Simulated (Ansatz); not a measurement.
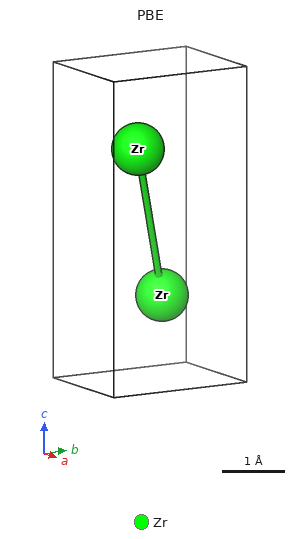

A crystal of Zr (set up in P6_3/mmc), relaxed (cell and atoms) with several functionals. The picture shows the result with PBE. The picture is a ball-and-stick view of the cell of the calculation, seen slightly off an axis.

Computed with Ansatz 0.2.0: Ansatz PAW. Settings: plane-wave cutoff 500 eV; k-point mesh 9 × 9 × 5; occupations fermi-dirac; smearing width 0.05 eV; no spin polarisation; cell and atoms relaxed; force threshold 0.01 eV/Å.

```json
{"functional": "PBE", "volume (Å³/atom)": "23.388", "a (Å)": "3.228", "c (Å)": "5.183"}
{"functional": "PBEsol", "volume (Å³/atom)": "22.466", "a (Å)": "3.182", "c (Å)": "5.125"}
{"functional": "LDA", "volume (Å³/atom)": "21.795", "a (Å)": "3.145", "c (Å)": "5.089"}
{"functional": "r2SCAN", "volume (Å³/atom)": "?", "a (Å)": "?", "c (Å)": "?"}
```

**Estimate the missing row from the others, and compare with the calculation.**

With r2SCAN the volume is the largest of the series, above PBE (23.388). The calculation gives 23.491 Å³/atom (a = 3.241 Å, c = 5.166 Å). In order of volume: LDA < PBEsol < PBE < r2SCAN; the spread is 7.8 %.

Each member starts from this one structure; whether another phase lies lower wasn't checked.
